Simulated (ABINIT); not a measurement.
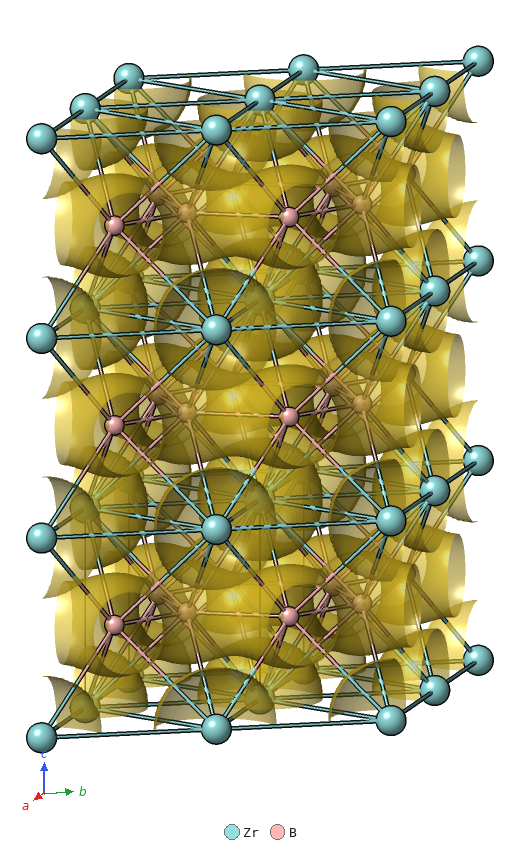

ZrB₂. Isosurface of the valence electron density at 0.4 e/Å³ (yellow), seen slightly off an axis. Sticks mark near contacts.

Space group P6/mmm.

All numbers below come from Kohn-Sham DFT of a periodic cell, PBE, PseudoDojo NC SR PBE v0.4.1 standard (ABINIT 10.8.3).

Core electrons are replaced by pseudopotentials, and the valence fields are smoothed inside the atomic spheres.

Q: Which contacts does the surface bridge?

A: At this value the density is joined into sheets; it holds about 75 % of the electrons treated as valence. It bridges the shortest B–B (1.83 Å) contacts, where the density stays above the isovalue. It is pinched off along the shortest Zr–B (2.54 Å) and Zr–Zr (3.17 Å) contacts. On the grid the lowest density along these lines, outside the cores, is 0.73 e/Å³ (B–B, 1.83 Å), 0.3 e/Å³ (Zr–B, 2.54 Å) and 0.17 e/Å³ (Zr–Zr, 3.17 Å).
